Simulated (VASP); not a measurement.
**A series of single points on ZrS**

System: ZrS (Fm-3m, 2 atoms in the cell).
Method: Kohn-Sham DFT of a periodic cell, PBEsol, VASP PAW PBE potentials, recommended, no spin polarisation (VASP 6.6.1).

The 7 runs differ only in the geometry, by an even scaling of the cell at fixed fractional positions. The structure derives from an entry of the Crystallography Open Database.

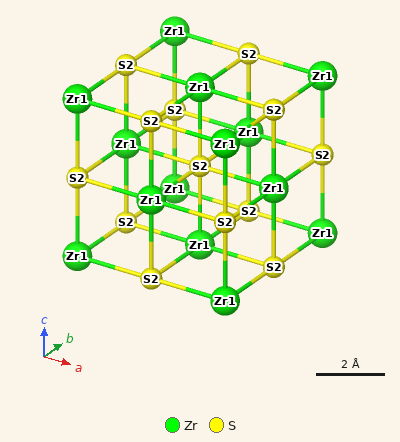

Figure 1. The structure of run 4 (ball-and-stick view of the cell 4 times as large as that of the calculation, set on its symmetry axes, seen at an oblique angle; atoms are numbered from 1 in the order of the input).

**INCAR of run 4**
```
PREC     = Accurate       # precision mode
ENCUT    = 520            # plane-wave cutoff, eV
EDIFF    = 1E-7           # SCF threshold, eV
ISMEAR   = -1             # smearing method
SIGMA    = 0.05           # smearing width, eV
LREAL    = False          # projectors in reciprocal space
LASPH    = True           # aspherical terms in the spheres
NELM     = 80             # most SCF steps
ALGO     = Normal         # electronic algorithm
ISIF     = 2              # what is computed and relaxed
LWAVE    = False          # write WAVECAR
LCHARG   = False          # write CHGCAR
GGA      = PS             # functional
NBANDS   = 16             # bands
```

**KPOINTS of run 4**
```
Automatic mesh
0
Gamma
  9 9 9
```

**POSCAR of run 4**
```
ZrS
1.0
    0.0000000000      2.6250000000      2.6250000000
    2.6250000000      0.0000000000      2.6250000000
    2.6250000000      2.6250000000      0.0000000000
Zr S
1 1
Direct
    0.0000000000      0.0000000000      0.0000000000
    0.5000000000      0.5000000000      0.5000000000
```

Command:
```bash
cat potpaw_PBE.64/Zr_sv/POTCAR potpaw_PBE.64/S/POTCAR > POTCAR
mpirun -np 1 vasp_std > vasp.out
```

Run 3 differs from it as follows:
```diff
-    0.0000000000      2.6250000000      2.6250000000
-    2.6250000000      0.0000000000      2.6250000000
-    2.6250000000      2.6250000000      0.0000000000
+    0.0000000000      2.6073820195      2.6073820195
+    2.6073820195      0.0000000000      2.6073820195
+    2.6073820195      2.6073820195      0.0000000000
```

**Results, with one run withheld**

```tsv
run	volume per atom (Å³)	free energy per atom, from the lowest run given (meV)	pressure (GPa)
1	17.003	1.58	2.23
2	17.364	0.00	−0.94
3	17.726	?	?
4	18.088	16.42	−6.29
5	18.450	33.03	−8.54
6	18.811	54.45	−10.54
7	19.173	80.12	−12.32
```

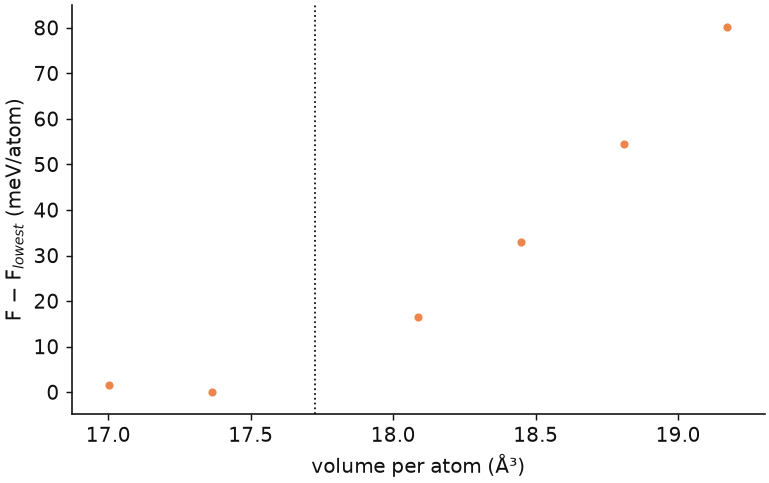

Figure 2. Free energy per atom of the runs given; the dotted line marks run 3.

Estimate the energy of run 3 from the others.

A cubic polynomial in V^(−2/3) (the Birch–Murnaghan form), fitted to the 6 runs given, misses them by at most 0.03 meV per atom. With x = V^(−2/3) − 0.14495 Å⁻², it reads F = 17.706 − 7522.4 x + 7.8011e+05 x² + 1.3823e+06 x³ (meV per atom). At run 3 it gives 5.18 meV per atom, and the run itself gives 5.19. The slope of the fit gives a pressure −dF/dV of −3.69 GPa there, and the run prints −3.77 GPa. The two needn't agree exactly: the fit is approximate, and the printed stress is taken on a finite basis. The fit has its minimum at 17.263 Å³ per atom, where V d²F/dV² gives 148 GPa: the bulk modulus at this level, since symmetry fixes the shape and the positions.

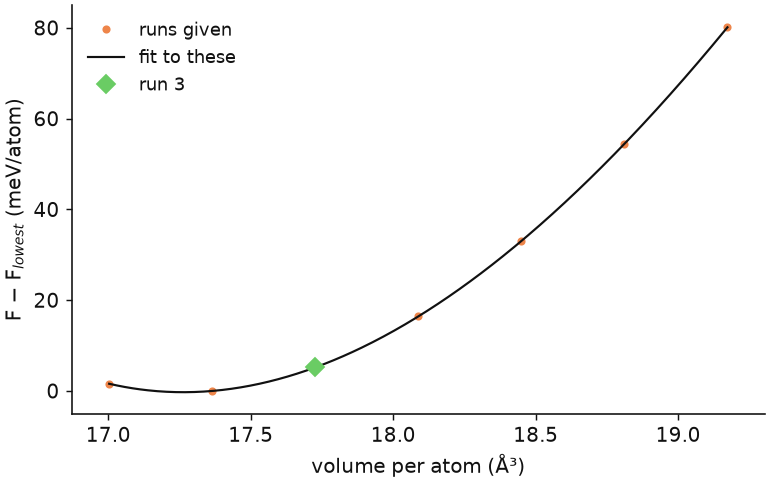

Figure 3. The fit and the withheld run.

**OSZICAR and lines of OUTCAR (run 3)**
```
N       E                     dE             d eps       ncg     rms          rms(c)
DAV:   1     0.122573219806E+03    0.12257E+03   -0.95394E+03  1120   0.110E+03
DAV:   2    -0.121084492708E+02   -0.13468E+03   -0.13054E+03  1496   0.282E+02
DAV:   3    -0.173088507550E+02   -0.52004E+01   -0.51597E+01  1752   0.489E+01
DAV:   4    -0.174099509551E+02   -0.10110E+00   -0.10107E+00  1424   0.616E+00
DAV:   5    -0.174119223865E+02   -0.19714E-02   -0.19713E-02  1640   0.678E-01    0.160E+01
DAV:   6    -0.165446692687E+02    0.86725E+00   -0.18534E+00  1384   0.952E+00    0.724E+00
DAV:   7    -0.165090638689E+02    0.35605E-01   -0.19369E-01  1560   0.284E+00    0.286E+00
DAV:   8    -0.165036317830E+02    0.54321E-02   -0.28387E-02  1336   0.109E+00    0.432E-01
DAV:   9    -0.165031179826E+02    0.51380E-03   -0.44836E-03  1320   0.387E-01    0.189E-01
DAV:  10    -0.165029860636E+02    0.13192E-03   -0.59284E-04  1360   0.229E-01    0.528E-02
DAV:  11    -0.165029768326E+02    0.92310E-05   -0.51146E-05  1384   0.507E-02    0.334E-02
DAV:  12    -0.165029763376E+02    0.49503E-06   -0.28616E-06  1568   0.112E-02    0.554E-03
DAV:  13    -0.165029764454E+02   -0.10785E-06   -0.50371E-07  1384   0.599E-03    0.629E-03
DAV:  14    -0.165029764124E+02    0.32971E-07   -0.33035E-08   744   0.174E-03
   1 F= -.16502976E+02 E0= -.16497274E+02  d E =-.114048E-01
[... from OUTCAR:]
  free energy    TOTEN  =       -16.50297641 eV
  energy without entropy =      -16.49157164  energy(sigma->0) =      -16.49727403
 E-fermi :  10.7927     XC(G=0): -11.5590     alpha+bet :-16.2401
  free  energy   TOTEN  =       -16.5029764124 eV
  energy  without entropy=      -16.4915716388  energy(sigma->0) =      -16.49727403
```
